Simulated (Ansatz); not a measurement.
**TaN: geometry relaxation (part 1 of 2)**

The run: geometry relaxation of TaN (Fm-3m, 2 atoms in the cell). Method and program: DFT PBEsol, scalar-relativistic, plane waves, PAW, no spin polarisation (Ansatz 0.2.0).

The structure derives from an entry of the Crystallography Open Database. It belongs to a series of runs on one base structure; here: relaxed at 2 GPa. Figures and captions count atoms from 1; the log counts them from 0 in places.

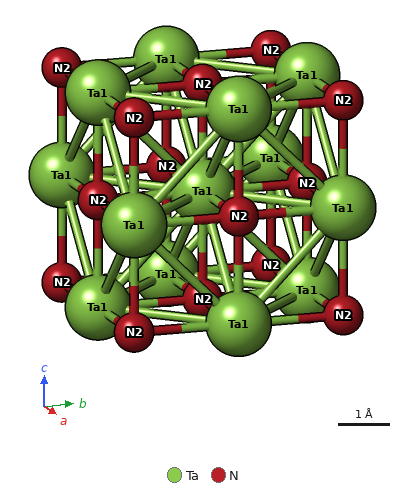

*The input geometry (ball-and-stick view of the cell 4 times as large as that of the calculation, set on its symmetry axes, seen slightly off an axis; atoms are numbered from 1 in the order of the input).*

Near neighbours in the crystal (not all of them lie inside the picture): Ta has 6 N at 2.19 Å and 12 Ta at 3.09 Å; N has 6 Ta at 2.19 Å.

Input
```yaml
crystal:
  lattice:
    - [0.0, 2.188421179, 2.188421179]
    - [2.188421179, 0.0, 2.188421179]
    - [2.188421179, 2.188421179, 0.0]
  atoms:
    - { symbol: Ta, position: [0.5, 0.5, 0.5] }
    - { symbol: "N", position: [0.0, 0.0, 0.0] }
basis:
  ecutwfc: 420
kpoints:
  mp_grid: { grid: [16, 16, 16] }
hamiltonian:
  xc: pbesol
scf:
  occupations: { method: fermi_dirac, width: 0.15 }
output:
  forces: true
  stress: true
  eigenvalues: true
relax:
  adjacent_minimum: "off"
  f_tol: 0.001
  max_steps: 60
  cell: { stress_tol: 0.02, p_target: 2.0 }
```

Launched with:
```bash
ansatz run input.yaml --threads 1 --pin off --max-ram 3072MiB --backend cpu --events-out ev --progress --plain --runs-dir out
```

What the program printed
```
Engine: ansatz 0.2.0, x86_64-unknown-linux-gnu
Pseudopotentials: kind: paw
Pseudopotential: Ta, paw, valence charge 13, recommended cutoff 420 eV (normal), Ta.paw.azcp
Pseudopotential: N, paw, valence charge 5, recommended cutoff 420 eV (normal), N.paw.azcp
Functional definition: PBEsol
  exchange = pbesol_x
  correlation = pbesol_c
Crystal: 2 atoms, lattice volume = 20.962 Å³
Basis set: ecut = 420 eV, 411 PW (Γ), exchange–correlation on 48×48×48 points (8 copies of the dense FFT grid, shifted against one another)
Bands: 13, of which v1, the nominal top of the filled ones, is band 9 counted from 1 (8 counted from 0)
Symmetry: 48 space group operations
Space group: Fm-3m (ITA 225), of the structure as read, at distance tolerance 2.8e-5 Å
k-points: 145 of 4096
Non-local potential: Ta, projectors of the file, l = 0: 3, l = 1: 2, l = 2: 2, l = 3: 1
Non-local potential: N, projectors of the file, l = 0: 2, l = 1: 2, l = 2: 1
PAW form: soft (Blöchl's): semilocal exchange-correlation on the pseudo side does not see the compensation charge
PAW frozen core: Ta, regenerated for the run's functional, and the local potential with it (the file was generated under x = pbe(κ = 0.804, μ = 0.2195149727645171), c = pbe(β = 0.06672455060314922))
PAW frozen core: N, regenerated for the run's functional, and the local potential with it (the file was generated under x = pbe(κ = 0.804, μ = 0.2195149727645171), c = pbe(β = 0.06672455060314922))
PAW one-centre angular grid: Ta, 590 points (default); XC on 64 Gauss nodes
PAW one-centre angular grid: N, 110 points (default); XC on 64 Gauss nodes
Initial density: superposition of atomic densities (neutral atoms: chi_scale 0, normalization atom), corrected by the library's trained network
Initial wavefunctions: pseudopotential atomic-orbital guess
Functional: x = pbesol(κ = 0.804, μ = 0.12345679012345678), c = pbesol(β = 0.046)
SCF iter   1: F=—  HF=-10187.100305 eV  |F-HF|=—  |Δ(HF+E_count)|=         —  Δρ=1.46e-2  dr2=4.61e-2  ethr=1.77e-3  ⟨swp⟩=5.3  Hψ=21995  notcnv=0  defer=47
automatic band count: the SCF goes on with 17 bands, as 13 were too few: the levels above may hold too much charge
preconditioner: auto → none  [metal: Δε(μ)=0.060 eV  Ē_g=15.655 eV  σ=0.150 eV  W_gap=0.10  n_scr=8 (ndim 8)  ℏωp=25.6 eV  f_vac=0.000  D(μ)=0.84/eV (n_scr^D=8)  sad-step TF]
SCF iter   2: F=—  HF=-10187.093869 eV  |F-HF|=—  |Δ(HF+E_count)|=   6.44e-3  Δρ=9.55e-3  dr2=2.15e-2  ethr=2.56e-4  ⟨swp⟩=1.0  Hψ=3627  notcnv=0  defer=45
SCF iter   3: F=—  HF=-10187.088665 eV  |F-HF|=—  |Δ(HF+E_count)|=   5.20e-3  Δρ=9.27e-4  dr2=1.35e-4  ethr=1.20e-4  ⟨swp⟩=1.8  Hψ=2705  notcnv=0  defer=45
SCF iter   4: F=—  HF=-10187.088591 eV  |F-HF|=—  |Δ(HF+E_count)|=   7.44e-5  Δρ=1.17e-4  dr2=3.55e-6  ethr=7.49e-7  ⟨swp⟩=2.3  Hψ=3500  notcnv=0  defer=45
SCF iter   5: F=—  HF=-10187.088589 eV  |F-HF|=—  |Δ(HF+E_count)|=   1.58e-6  Δρ=1.53e-5  dr2=2.02e-8  ethr=1.97e-8  ⟨swp⟩=2.7  Hψ=3514  notcnv=0  defer=45
SCF iter   6: F=-10187.088589 eV  HF=-10187.088589 eV  |F-HF|=2.84e-10  |Δ(HF+E_count)|=   2.18e-9  Δρ=2.07e-6  dr2=1.59e-10  ethr=1.12e-10  ⟨swp⟩=5.1  Hψ=9423  notcnv=0
SCF 1 converged in 6 iterations: F = -10187.088589 eV  dr2 = 1.59e-10
  greatest PAW one-centre occupation: 1.000 electrons in one spin orbital (limit 2), on the Ta atom at site 0 (counted from 0), in its partial waves of l = 0
relax step   1: F+E_penalty+E_count = -10187.08858934 eV  Δ(F+E_penalty+E_count) = +0.000e0 eV  max|allowed force component| = 2.081e-29 eV/Å  Δτ_max = 0.0000 Å  P = +0.004 GPa  Ω = 20.962 Å³  (6 SCF iters, dr2 threshold 1.00e-7 eV, accepted)
Crystal: 2 atoms, lattice volume = 20.799 Å³
Bands: 17, of which v1, the nominal top of the filled ones, is band 9 counted from 1 (8 counted from 0)
Initial density: handed on by an earlier stage of this run
Initial wavefunctions: those handed on with the density
iter 1 solved again at ethr=2.06e-6 eV; its pass at ethr=3.10e-3 eV (dr2=3.71e-4 eV) is discarded
SCF iter   1: F=—  HF=-10187.087760 eV  |F-HF|=—  |Δ(HF+E_count)|=         —  Δρ=1.33e-3  dr2=3.57e-4  ethr=2.06e-6  ⟨swp⟩=2.6  Hψ=13381  notcnv=0
preconditioner: auto → none  [metal: Δε(μ)=0.016 eV  Ē_g=15.822 eV  σ=0.150 eV  W_gap=0.03  n_scr=8 (ndim 8)  ℏωp=25.7 eV  f_vac=0.000  D(μ)=0.83/eV (n_scr^D=8)]
SCF iter   2: F=—  HF=-10187.087688 eV  |F-HF|=—  |Δ(HF+E_count)|=   7.17e-5  Δρ=4.85e-4  dr2=5.69e-5  ethr=1.99e-6  ⟨swp⟩=1.0  Hψ=2474  notcnv=0
SCF iter   3: F=—  HF=-10187.087674 eV  |F-HF|=—  |Δ(HF+E_count)|=   1.44e-5  Δρ=8.05e-5  dr2=1.44e-6  ethr=3.16e-7  ⟨swp⟩=1.0  Hψ=2476  notcnv=0
iter 4 did not close the SCF: its close was put off for the readings that it lacked (scf_convergence_deferred on its scf_iter line)
SCF iter   4: F=-10187.087674 eV  HF=-10187.087674 eV  |F-HF|=1.29e-8  |Δ(HF+E_count)|=   3.84e-7  Δρ=1.15e-5  dr2=2.19e-8  ethr=7.99e-9  ⟨swp⟩=1.8  Hψ=2782  notcnv=0
iter 5 did not close the SCF: its close was put off for the readings that it lacked (scf_convergence_deferred on its scf_iter line)
SCF iter   5: F=-10187.087674 eV  HF=-10187.087674 eV  |F-HF|=2.24e-10  |Δ(HF+E_count)|=   9.66e-9  Δρ=2.61e-6  dr2=7.99e-10  ethr=1.21e-10  ⟨swp⟩=2.1  Hψ=3730  notcnv=0
SCF iter   6: F=-10187.087674 eV  HF=-10187.087674 eV  |F-HF|=2.91e-11  |Δ(HF+E_count)|=  9.64e-11  Δρ=5.18e-7  dr2=3.74e-11  ethr=4.44e-12  ⟨swp⟩=1.3  Hψ=6183  notcnv=0
SCF 2 converged in 6 iterations: F = -10187.087674 eV  dr2 = 3.74e-11
relax step   2: F+E_penalty+E_count = -10187.08767369 eV  Δ(F+E_penalty+E_count) = +9.156e-4 eV  max|allowed force component| = 1.762e-29 eV/Å  Δτ_max = 0.0000 Å  P = +2.864 GPa  Ω = 20.799 Å³  energy of the carried Pulay correction = +5.318e-4 eV  (6 SCF iters, dr2 threshold 2.00e-7 eV, accepted)
Crystal: 2 atoms, lattice volume = 20.848 Å³
iter 1 solved again at ethr=1.92e-7 eV; its pass at ethr=3.10e-3 eV (dr2=3.45e-5 eV) is discarded
SCF iter   1: F=—  HF=-10187.088263 eV  |F-HF|=—  |Δ(HF+E_count)|=         —  Δρ=4.02e-4  dr2=3.30e-5  ethr=1.92e-7  ⟨swp⟩=2.7  Hψ=13129  notcnv=0
preconditioner: auto → none  [metal: Δε(μ)=0.015 eV  Ē_g=15.785 eV  σ=0.150 eV  W_gap=0.03  n_scr=8 (ndim 8)  ℏωp=25.7 eV  f_vac=0.000  D(μ)=0.83/eV (n_scr^D=8)]
SCF iter   2: F=—  HF=-10187.088256 eV  |F-HF|=—  |Δ(HF+E_count)|=   6.63e-6  Δρ=1.48e-4  dr2=5.29e-6  ethr=1.84e-7  ⟨swp⟩=1.0  Hψ=2474  notcnv=0
iter 3 did not close the SCF: its close was put off for the readings that it lacked (scf_convergence_deferred on its scf_iter line)
SCF iter   3: F=-10187.088255 eV  HF=-10187.088255 eV  |F-HF|=9.87e-8  |Δ(HF+E_count)|=   1.30e-6  Δρ=2.44e-5  dr2=1.32e-7  ethr=2.94e-8  ⟨swp⟩=1.0  Hψ=2476  notcnv=0
iter 4 did not close the SCF: its close was put off for the readings that it lacked (scf_convergence_deferred on its scf_iter line)
SCF iter   4: F=-10187.088255 eV  HF=-10187.088255 eV  |F-HF|=1.20e-9  |Δ(HF+E_count)|=   3.55e-8  Δρ=3.47e-6  dr2=2.02e-9  ethr=7.36e-10  ⟨swp⟩=1.8  Hψ=2760  notcnv=0
iter 5 did not close the SCF: its close was put off for the readings that it lacked (scf_convergence_deferred on its scf_iter line)
SCF iter   5: F=-10187.088255 eV  HF=-10187.088255 eV  |F-HF|=1.64e-11  |Δ(HF+E_count)|=  8.80e-10  Δρ=7.83e-7  dr2=7.19e-11  ethr=1.12e-11  ⟨swp⟩=2.1  Hψ=3722  notcnv=0
SCF iter   6: F=-10187.088255 eV  HF=-10187.088255 eV  |F-HF|=1.82e-12  |Δ(HF+E_count)|=  3.64e-12  Δρ=1.48e-7  dr2=3.12e-12  ethr=1.00e-12  ⟨swp⟩=1.0  Hψ=5531  notcnv=0
SCF 3 converged in 6 iterations: F = -10187.088255 eV  dr2 = 3.12e-12
relax step   3: F+E_penalty+E_count = -10187.08825462 eV  Δ(F+E_penalty+E_count) = -5.809e-4 eV  max|allowed force component| = 9.039e-30 eV/Å  Δτ_max = 0.0000 Å  P = +1.992 GPa  Ω = 20.848 Å³  energy of the carried Pulay correction = +3.716e-4 eV  (6 SCF iters, dr2 threshold 2.00e-7 eV, accepted)
Initial wavefunctions: pseudopotential atomic-orbital guess (no wavefunctions were taken with the density)
iter 1 solved again at ethr=2.69e-8 eV; its pass at ethr=3.10e-3 eV (dr2=4.84e-6 eV) is discarded
SCF iter   1: F=—  HF=-10187.087914 eV  |F-HF|=—  |Δ(HF+E_count)|=         —  Δρ=2.97e-5  dr2=2.98e-8  ethr=2.69e-8  ⟨swp⟩=3.3  Hψ=18962  notcnv=0
preconditioner: auto → none  [metal: Δε(μ)=0.015 eV  Ē_g=15.787 eV  σ=0.150 eV  W_gap=0.03  n_scr=8 (ndim 8)  ℏωp=25.7 eV  f_vac=0.000  D(μ)=0.83/eV (n_scr^D=8)]
SCF iter   2: F=—  HF=-10187.087917 eV  |F-HF|=—  |Δ(HF+E_count)|=   2.45e-6  Δρ=1.40e-5  dr2=5.06e-9  ethr=1.66e-10  ⟨swp⟩=2.1  Hψ=3160  notcnv=0
SCF iter   3: F=—  HF=-10187.087917 eV  |F-HF|=—  |Δ(HF+E_count)|=   6.92e-9  Δρ=1.29e-6  dr2=5.15e-11  ethr=2.81e-11  ⟨swp⟩=2.0  Hψ=3068  notcnv=0
iter 4 did not close the SCF: its close was put off for the readings that it lacked (scf_convergence_deferred on its scf_iter line)
SCF iter   4: F=-10187.087917 eV  HF=-10187.087917 eV  |F-HF|=5.46e-12  |Δ(HF+E_count)|=  6.73e-11  Δρ=8.39e-8  dr2=8.06e-13  ethr=1.00e-12  ⟨swp⟩=1.1  Hψ=2488  notcnv=0
iter 5 did not close the SCF: its close was put off for the readings that it lacked (scf_convergence_deferred on its scf_iter line)
SCF iter   5: F=-10187.087917 eV  HF=-10187.087917 eV  |F-HF|=3.64e-12  |Δ(HF+E_count)|=  1.27e-11  Δρ=1.42e-8  dr2=1.99e-14  ethr=1.00e-12  ⟨swp⟩=1.0  Hψ=2465  notcnv=0
iter 6 did not close the SCF: its close was put off for the readings that it lacked (scf_convergence_deferred on its scf_iter line)
SCF iter   6: F=-10187.087917 eV  HF=-10187.087917 eV  |F-HF|=0.00e0  |Δ(HF+E_count)|=  3.64e-12  Δρ=3.18e-9  dr2=2.37e-15  ethr=1.00e-12  ⟨swp⟩=1.0  Hψ=2465  notcnv=0
iter 7 did not close the SCF: its close was put off for the readings that it lacked (scf_convergence_deferred on its scf_iter line)
SCF iter   7: F=-10187.087917 eV  HF=-10187.087917 eV  |F-HF|=0.00e0  |Δ(HF+E_count)|=  1.82e-12  Δρ=4.21e-10  dr2=2.24e-17  ethr=1.00e-12  ⟨swp⟩=1.0  Hψ=2465  notcnv=0
SCF iter   8: F=-10187.087917 eV  HF=-10187.087917 eV  |F-HF|=7.28e-12  |Δ(HF+E_count)|=  5.46e-12  Δρ=2.30e-10  dr2=1.11e-17  ethr=1.00e-12  ⟨swp⟩=1.8  Hψ=5963  notcnv=0
SCF 4 converged in 8 iterations: F = -10187.087917 eV  dr2 = 1.11e-17
relax step   4: F+E_penalty+E_count = -10187.08791657 eV  Δ(F+E_penalty+E_count) = +3.381e-4 eV  max|allowed force component| = 7.856e-30 eV/Å  Δτ_max = 0.0000 Å  P = +1.965 GPa  Ω = 20.848 Å³  stress off target by 3.49e-2 GPa  SCF on the basis re-selected at this cell (its energy is not comparable with the rows above)  (8 SCF iters)
basis re-selected at this cell: Δ(F+E_penalty+E_count) = +3.381e-4 eV, ΔP = -0.027 GPa vs the last step (what re-selecting the basis moved, of the pressure what is left beyond the Pulay correction that the steps carried, after the strain that the cell walked since its last selection, with what the two solves' SCF thresholds leave and, on support functions, any second-order correction that the steps lacked; it is no measure of the basis error at this ecutwfc). This SCF's stress stands 3.49e-2 GPa from its target on what of the cell is left free (relax.cell.stress_tol is 2.00e-2 GPa) and its largest allowed force component is 7.86e-30 eV/Å (relax.f_tol is 1.00e-3 eV/Å): not within both, so this SCF does not close the relaxation
Crystal: 2 atoms, lattice volume = 20.846 Å³
iter 1 solved again at ethr=3.08e-10 eV; its pass at ethr=3.10e-3 eV (dr2=5.54e-8 eV) is discarded
```
